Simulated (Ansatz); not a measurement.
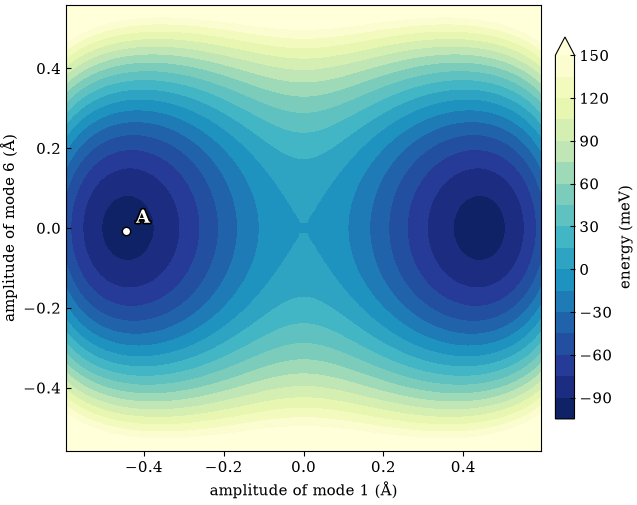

AgCl (Pm-3m, No. 221; 4 atoms in the cell). The energy is mapped over two normal modes frozen in (zone-centre modes of the 4-atom cell of this scan, which folds in the wave vector (0, 0, 1/2) of the primitive cell). Coordinates scanned: (1) amplitude of mode 1 (97i cm⁻¹), largest displacement; (2) amplitude of mode 6 (35 cm⁻¹), largest displacement. Nothing is relaxed (the cell and all other modes fixed). Grid: 7 × 7 points; 16 points were computed and 33 follow by symmetry. Points are written as (first, second). All energies are given in meV per cell relative to the relaxed high-symmetry cell. The band gap closes in part of the range. Theory: DFT PBEsol, scalar-relativistic, plane waves, PAW in Ansatz 0.2.0. Settings: cutoff 420 eV, k-mesh 10×10×6 in the order of the run's cell vectors, gaussian smearing 0.05 eV, no spin polarisation.

The picture shows filled contours, one colour for all values above the top of the scale, the point A. Between grid points the surface is interpolated.

> What is the easiest way out of the well at A, and how high is the barrier?

The easiest path leads from the well at about (−0.44 Å, −0.01 Å) to a well of about the same depth at about (0.44 Å, −0.01 Å). Its highest point lies about 96.5 meV above the bottom of the first well on the interpolated surface, at (0.000 Å, 0.000 Å). This is the barrier on the constrained surface; relaxing the other coordinates would change it.

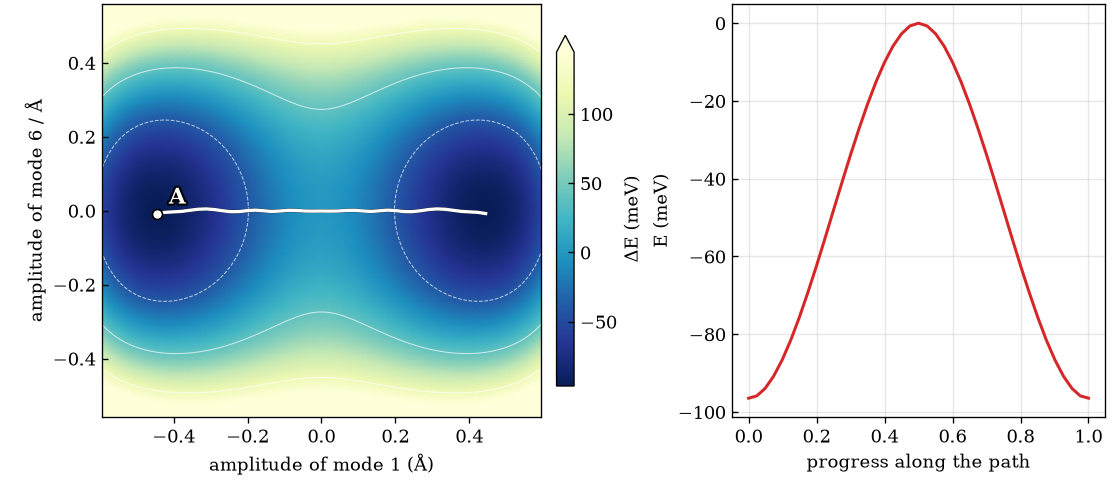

The picture shows a smooth colour map with a few white contour lines, a line along the lowest path, one colour for all values above the top of the scale, the energy along the path at the right. Between grid points the surface is interpolated.
